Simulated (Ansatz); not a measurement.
The compound is MgO (space group P6_3/mmc, No. 194), taken as the end point of a relaxation at fixed volume with DFT PBE, scalar-relativistic, plane waves, PAW (Ansatz 0.2.0).

```
Mg O
1.0
     3.55572    0.00000    0.00000
    -1.77786    3.07934    0.00000
     0.00000    0.00000    4.27945
Mg O
2 2
Direct
  0.66667 0.33333 0.75000
  0.33333 0.66667 0.25000
  0.66667 0.33333 0.25000
  0.33333 0.66667 0.75000
```

Bonds are taken as Mg–O below 2.4 Å; no other contact counts. Simplification: prune 0- and 1-connected atoms, fold 2-connected ones into links.

What net does this leave?

The result is a uninodal 5-connected, three-periodic net: Mg and O are 5-connected nodes. It is the bnn net, known from eclipsed honeycomb layers linked along c. It is a single net, without interpenetration.

| node | links | point symbol | coordination sequence |
| --- | --- | --- | --- |
| Mg and O | 5 | 4⁶·6⁴ | 5 14 29 50 77 |

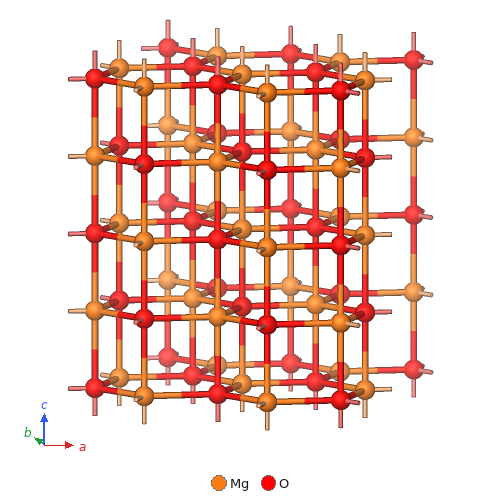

Nodes are coloured by element. Edges to nodes outside the piece are drawn as stubs.
